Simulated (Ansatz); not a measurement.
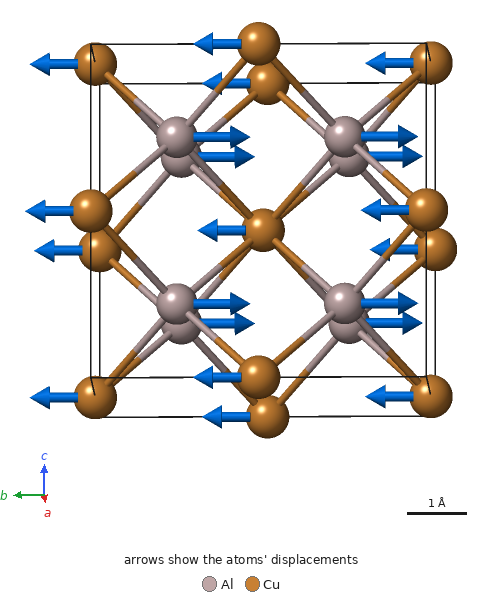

The lowest optical mode of solid Al$_{2}$Cu, space group Fm-3m (No. 225), at the zone centre. Displacements are drawn as blue arrows; their common scale and sign are arbitrary. The picture is a ball-and-stick view of the conventional cell (4 times the calculation's cell), seen from a free direction. Lengths and directions refer to the drawn axes.

All numbers below come from DFT PBEsol, scalar-relativistic, plane waves, PAW in Ansatz. Settings: plane-wave cutoff 420 eV; k-point mesh 14 × 14 × 14; occupations fermi dirac; smearing width 0.15 eV; no spin polarisation.

The frequencies depend somewhat on the k-mesh and the smearing.

Q: Is the structure stable against all modes at this point?

A: Yes: this softest mode has a real frequency, and so have all others here. That speaks for this wave vector alone: the rest of the zone wasn't checked in this run. This is the T₁u mode (triply degenerate; one member of the set is drawn) at 7.95 THz, the lowest optical level, infrared-active by symmetry. The Al sublattice moves against the Cu sublattice, along b; the kinetic energy is shared as Al 54 %, Cu 46 %. The crystal is a metal, so free carriers screen the infrared response.
